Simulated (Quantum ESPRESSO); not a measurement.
## Run report: Si, workfunction calculation (part 2 of 2)

The same run, continued: Si (slab, 6 atoms in the cell); Kohn-Sham DFT of a periodic cell, PBE, PseudoDojo 0.4.1 SR PBE standard, no spin polarisation (Quantum ESPRESSO 7.5); cutoff 394.56 eV, 8×8×1 k-mesh, fermi-dirac of 0.05 eV. The structure derives from a Materials Project entry. The settings are looser than a standard set-up, so the numbers are not reference values.

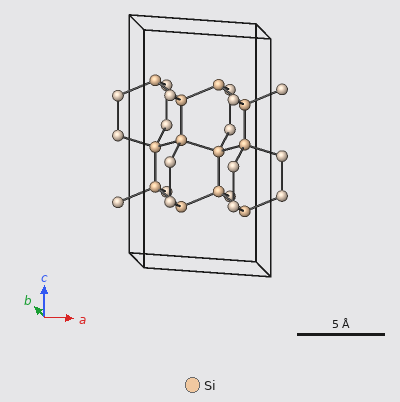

**Figure 1.** The structure as given in the input (ball-and-stick view of the 2 × 1 repeat of the cell, with the vacuum cut short, seen slightly off an axis; neighbours outside the cell are drawn fainter). An atom can appear more than once, as a periodic image.

## Output, continued
```
   -11.0214 -10.1931  -9.3084  -5.9915  -4.4109  -3.8467  -3.2799  -2.5661
    -2.0529  -1.4219  -0.8793  -0.2190   0.0120   1.5286   2.0338   2.8845
     3.8110   4.0000   4.0180

          k = 0.0000 0.4785 0.0000 (  5012 PWs)   bands (ev):

   -10.2095  -9.3918  -8.4623  -6.9307  -5.9304  -5.0678  -3.9868  -2.4872
    -2.3647  -1.8503  -1.3007  -0.7360   0.0998   1.1100   1.5617   2.3559
     2.8344   3.9188   4.1522

          k = 0.0000-0.6379 0.0000 (  5020 PWs)   bands (ev):

    -9.5779  -8.8357  -7.7870  -7.6744  -6.8487  -6.0791  -3.6680  -2.6408
    -2.3870  -2.0022  -1.4503  -0.8849   0.0287   0.8717   1.5903   1.9959
     2.7732   3.6431   4.1022

          k = 0.1381 0.2392 0.0000 (  4976 PWs)   bands (ev):

   -11.1952 -10.3667  -9.4875  -5.9095  -4.0479  -3.4274  -2.6577  -2.4101
    -2.2344  -1.5840  -1.0139  -0.2968   0.3144   2.6407   2.6760   3.1706
     3.6071   4.1261   4.1500

          k = 0.1381 0.3987 0.0000 (  5020 PWs)   bands (ev):

   -10.5135  -9.6884  -8.7818  -6.4251  -5.2550  -4.3125  -3.9674  -3.0352
    -2.4962  -2.2260  -1.7770  -0.3456   0.0911   2.2875   2.5699   3.4086
     3.5076   3.6717   4.2085

          k = 0.1381 0.5582 0.0000 (  5017 PWs)   bands (ev):

    -9.6611  -8.8891  -7.8797  -7.4586  -6.5753  -5.7708  -3.8420  -3.1839
    -2.8502  -2.1914  -2.1702  -0.7458   0.1306   2.0438   2.3871   2.8138
     3.0466   3.4458   4.0014

          k = 0.2762 0.4785 0.0000 (  5006 PWs)   bands (ev):

    -9.7318  -8.9426  -7.9585  -7.2057  -6.2593  -5.4132  -4.1544  -3.5157
    -3.4108  -2.8074  -2.1436  -0.6274   0.2211   2.3658   2.7702   3.9038
     4.2477   4.5355   4.5942

          k = 0.2762 0.6379 0.0000 (  5006 PWs)   bands (ev):

    -9.0581  -8.5641  -7.6107  -7.3045  -6.9222  -6.2803  -4.5467  -3.8343
    -3.1779  -2.9643  -2.4146  -0.4360  -0.0063   2.0281   2.9866   3.6059
     3.9872   4.3582   4.9340

     the Fermi energy is    -0.0917 ev

!    total energy              =     -50.59269888 Ry
     estimated scf accuracy    <          3.3E-09 Ry
     smearing contrib. (-TS)   =      -0.00139485 Ry
     internal energy E=F+TS    =     -50.59130402 Ry

     The total energy is F=E-TS. E is the sum of the following terms:
     one-electron contribution =    -360.65839158 Ry
     hartree contribution      =     185.56816276 Ry
     xc contribution           =     -18.28483785 Ry
     ewald contribution        =     142.78376265 Ry

     convergence has been achieved in  22 iterations

     Forces acting on atoms (cartesian axes, Ry/au):

     atom    1 type  1   force =     0.00000000    0.00000000    0.01710847
     atom    2 type  1   force =     0.00000000    0.00000000   -0.02625067
     atom    3 type  1   force =     0.00000000   -0.00000000    0.01211868
     atom    4 type  1   force =     0.00000000    0.00000000   -0.01211868
     atom    5 type  1   force =     0.00000000    0.00000000    0.02625067
     atom    6 type  1   force =     0.00000000   -0.00000000   -0.01710847

     Total force =     0.047511     Total SCF correction =     0.000053

=------------------------------------------------------------------------------=
   JOB DONE.
=------------------------------------------------------------------------------=
```

## File pp_density.out
```
This program is part of the open-source Quantum ESPRESSO suite
     for quantum simulation of materials; please cite
         "P. Giannozzi et al., J. Phys.:Condens. Matter 21 395502 (2009);
         "P. Giannozzi et al., J. Phys.:Condens. Matter 29 465901 (2017);
         "P. Giannozzi et al., J. Chem. Phys. 152 154105 (2020);
          URL
     in publications or presentations arising from this work. More details at

     ./tmp/pwscf.save/

     IMPORTANT: XC functional enforced from input :
     Exchange-correlation= PBE
                           (   1   4   3   4   0   0   0)
     Any further DFT definition will be discarded
     Please, verify this is what you really want

     G-vector sticks info
     --------------------
     sticks:   dense  smooth     PW     G-vecs:    dense   smooth      PW
     Sum         421     421    121                40211    40211    6655

     Using Slab Decomposition

     Calling punch_plot, plot_num =   0
     Writing data to file  density.dat
     Reading data from file  density.dat

     Writing data to be plotted to file density.cube
     Plot Type: 3D                     Output format: Gaussian cube

=------------------------------------------------------------------------------=
   JOB DONE.
=------------------------------------------------------------------------------=
```

## File pp_potential.out
```
This program is part of the open-source Quantum ESPRESSO suite
     for quantum simulation of materials; please cite
         "P. Giannozzi et al., J. Phys.:Condens. Matter 21 395502 (2009);
         "P. Giannozzi et al., J. Phys.:Condens. Matter 29 465901 (2017);
         "P. Giannozzi et al., J. Chem. Phys. 152 154105 (2020);
          URL
     in publications or presentations arising from this work. More details at

     ./tmp/pwscf.save/

     IMPORTANT: XC functional enforced from input :
     Exchange-correlation= PBE
                           (   1   4   3   4   0   0   0)
     Any further DFT definition will be discarded
     Please, verify this is what you really want

     G-vector sticks info
     --------------------
     sticks:   dense  smooth     PW     G-vecs:    dense   smooth      PW
     Sum         421     421    121                40211    40211    6655

     Using Slab Decomposition

     Calling punch_plot, plot_num =  11
     Writing data to file  potential.dat
     Reading data from file  potential.dat

     Writing data to be plotted to file potential.cube
     Plot Type: 3D                     Output format: Gaussian cube

=------------------------------------------------------------------------------=
   JOB DONE.
=------------------------------------------------------------------------------=
```

## File pp_elf.out
```
This program is part of the open-source Quantum ESPRESSO suite
     for quantum simulation of materials; please cite
         "P. Giannozzi et al., J. Phys.:Condens. Matter 21 395502 (2009);
         "P. Giannozzi et al., J. Phys.:Condens. Matter 29 465901 (2017);
         "P. Giannozzi et al., J. Chem. Phys. 152 154105 (2020);
          URL
     in publications or presentations arising from this work. More details at

     ./tmp/pwscf.save/

     IMPORTANT: XC functional enforced from input :
     Exchange-correlation= PBE
                           (   1   4   3   4   0   0   0)
     Any further DFT definition will be discarded
     Please, verify this is what you really want

     G-vector sticks info
     --------------------
     sticks:   dense  smooth     PW     G-vecs:    dense   smooth      PW
     Sum         421     421    121                40211    40211    6655

     Using Slab Decomposition

     Calling punch_plot, plot_num =   8
     Message from routine do_elf_kin:
     elf/kin + US not fully implemented
     Writing data to file  elf.dat
     Reading data from file  elf.dat

     Writing data to be plotted to file elf.cube
     Plot Type: 3D                     Output format: Gaussian cube

=------------------------------------------------------------------------------=
   JOB DONE.
=------------------------------------------------------------------------------=
```

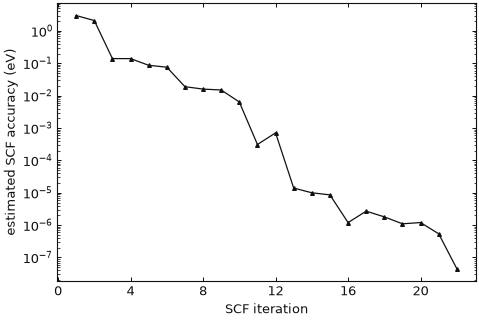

**Figure 2.** Convergence of the self-consistent field: estimated SCF accuracy against the iteration. The field takes 22 iterations in all.

The run was set up as follows.

## The input
```
&CONTROL
  calculation = 'scf'
  prefix = 'pwscf'
  outdir = './tmp'
  pseudo_dir = './pseudo'
  tprnfor = .true.
  disk_io = 'low'
/
&SYSTEM
  ibrav = 0
  celldm(1) = 8
  nat = 6
  ntyp = 1
  ecutwfc = 29
  nbnd = 19
  occupations = 'smearing'
  smearing = 'fd'
  degauss = 0.00367493
/
&ELECTRONS
  conv_thr = 6d-09
  electron_maxstep = 150
  mixing_beta = 0.3
  mixing_mode = 'local-TF'
/
ATOMIC_SPECIES
Si    28.0850 Si.upf
CELL_PARAMETERS alat
  0.9050175871083   0.0000000000000   0.0000000000000
 -0.4525087935392   0.7837682213125   0.0000000000000
  0.0000000000000   0.0000000000000   5.2276090683967
ATOMIC_POSITIONS crystal
Si     0.6666666700    0.3333333400    0.3388964666
Si     0.3333333300    0.6666666600    0.3749564374
Si     0.3333333300    0.6666666600    0.4819700146
Si     0.6666666700    0.3333333400    0.5180299854
Si     0.6666666700    0.3333333400    0.6250435626
Si     0.3333333300    0.6666666600    0.6611035334
K_POINTS automatic
8 8 1 0 0 0
```

## File pp_density.in
```
&INPUTPP
  prefix = 'pwscf'
  outdir = './tmp'
  filplot = 'density.dat'
  plot_num = 0
/
&PLOT
  nfile = 1
  filepp(1) = 'density.dat'
  iflag = 3
  output_format = 6
  fileout = 'density.cube'
/
```

## File pp_potential.in
```
&INPUTPP
  prefix = 'pwscf'
  outdir = './tmp'
  filplot = 'potential.dat'
  plot_num = 11
/
&PLOT
  nfile = 1
  filepp(1) = 'potential.dat'
  iflag = 3
  output_format = 6
  fileout = 'potential.cube'
/
```

## File pp_elf.in
```
&INPUTPP
  prefix = 'pwscf'
  outdir = './tmp'
  filplot = 'elf.dat'
  plot_num = 8
/
&PLOT
  nfile = 1
  filepp(1) = 'elf.dat'
  iflag = 3
  output_format = 6
  fileout = 'elf.cube'
/
```

Run as:
```bash
OMP_NUM_THREADS=1 mpirun -n 2 pw.x -nk 2 -in pw.in > pw.out
OMP_NUM_THREADS=1 mpirun -n 1 pp.x -in pp_density.in > pp_density.out
OMP_NUM_THREADS=1 mpirun -n 1 pp.x -in pp_potential.in > pp_potential.out
OMP_NUM_THREADS=1 mpirun -n 1 pp.x -in pp_elf.in > pp_elf.out
```

## Summary

- outcome: converged
- electrons treated: 24
- free energy: −688.3487 eV
- work function, top face: 4.77 eV
- work function, bottom face: 4.77 eV
- Fermi energy: −0.092 eV
- gap on the k-point mesh: none (metallic)
- work function (upper face): 4.77 eV
- largest force (length of the vector): 0.675 eV/Å
- hardware: 2 threads of Arm Neoverse V2, 24 GiB of memory available, shared host
- wall time: 21 s (CPU time 39 s)
- peak memory: 0.2 GiB

## Remarks

The settings depart from the standard set-up of this series, which can bear on the numbers. Notes on the run: negative rho.
